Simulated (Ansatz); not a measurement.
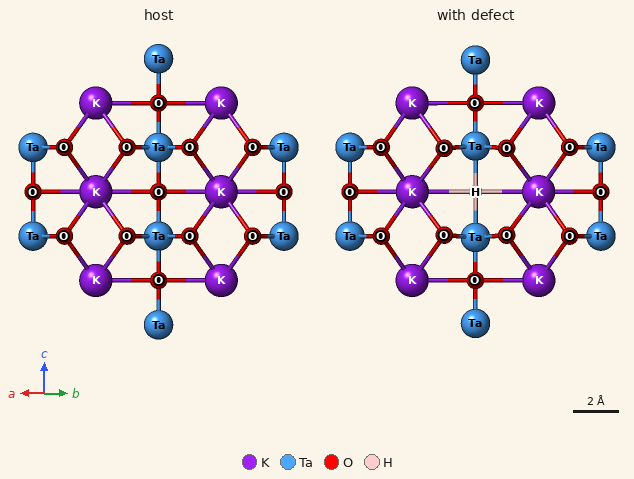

Left: perfect KTaO3. Right: the same region with one point defect, after relaxing the atoms in a supercell of 40 sites. A ball-and-stick model of the atoms within 6.0 Å of one point, in a slice 4.2 Å thick across the line of sight, seen along [110].

Theory: DFT, PBEsol, PAW, plane waves (Ansatz). Settings: plane-wave cutoff 420 eV; k-point mesh 1 × 1 × 1; mesh shifted by (0.25, 0.25, 0.25); collinear spin. Fermi-Dirac smearing of 0.01 eV. The axes drawn are those of the host's conventional cell.

> Which defect is it?

An oxygen atom is replaced by hydrogen.

The charge state of the cell is 0.

> How does the lattice respond?

In the host the O atom has 2 Ta at 1.99 Å; the H atom ends with 2 Ta at 2.05 Å. Of the host's atoms, a tantalum atom moves furthest from its site, by 0.06 Å. The cell's net moment is 1.00 μB.

Limits of the set-up: the periodic images lie only 8.0 Å apart, so the values are limited by the cell's size.
